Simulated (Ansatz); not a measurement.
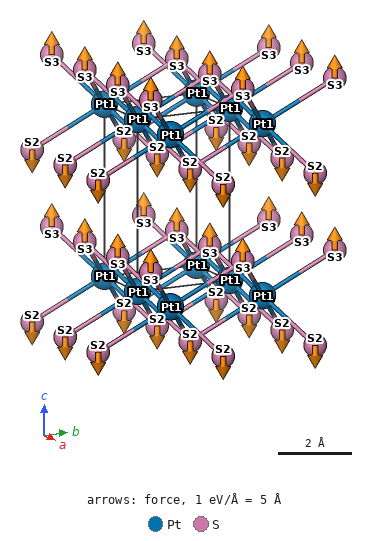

Starting geometry of crystalline PtS$_{2}$ (built on the database structure type) with the computed forces as orange arrows. Style: ball-and-stick. Shown: the cell of the calculation, repeated 2 × 1 × 1 with one cell outlined, slightly off an axis.

Computed with Ansatz, DFT, r2SCAN+rVV10, plane waves, PAW.

Input
```yaml
crystal:
  lattice:
    - [3.5714251506, 0.0, 0.0]
    - [-1.7857125753, 3.0929449081, 0.0]
    - [0.0, 0.0, 4.7787256636]
  atoms:
    - { symbol: Pt, position: [0.0, 0.0, 0.0] }
    - { symbol: S, position: [0.6666666667, 0.3333333333, 0.7496042618] }
    - { symbol: S, position: [0.3333333333, 0.6666666667, 0.2503957382] }
kpoints:
  mp_grid: { grid: [12, 12, 6] }
hamiltonian:
  xc: r2scan
  dispersion: rvv10
scf:
  occupations: { method: fermi_dirac, width: 0.03 }
relax:
  f_tol: 0.01
  cell: {}
  max_steps: 120
```

Command:
```bash
ansatz run input.yaml --threads 2 --pin off --max-ram 2211MiB --backend cpu --events-out ev --progress --plain --runs-dir out
```

Is this structure relaxed? If not, where do the atoms go?

It isn't relaxed: the largest force vector, on S atoms, is 0.13 eV/Å. Measured relative to the changing cell, the final displacements run against the starting forces (cosine between the two patterns −1.00). The largest moves relative to the cell, 0.056 Å, are those of S2 and S3. S3 goes along −c. Pt stays in place. Cell: a = b 3.571 → 3.554 Å (−0.5 %), c 4.779 → 5.114 Å (+7.0 %). Volume +6.0 %. Some distances before and after: Pt1–S2 2.384 → 2.390 Å. The space group stays P-3m1 (No. 164). Over 3 accepted moves (4 points after the start) the energy falls by 6.6 meV per atom. The largest force component goes from 0.13 to 0.00026 eV/Å. The pressure goes from 1.84 to 0.00 GPa. The SCF was repeated once at an unchanged geometry on a basis and grid sized afresh for the cell, which shifted the energy by 0.3 meV per atom at most.
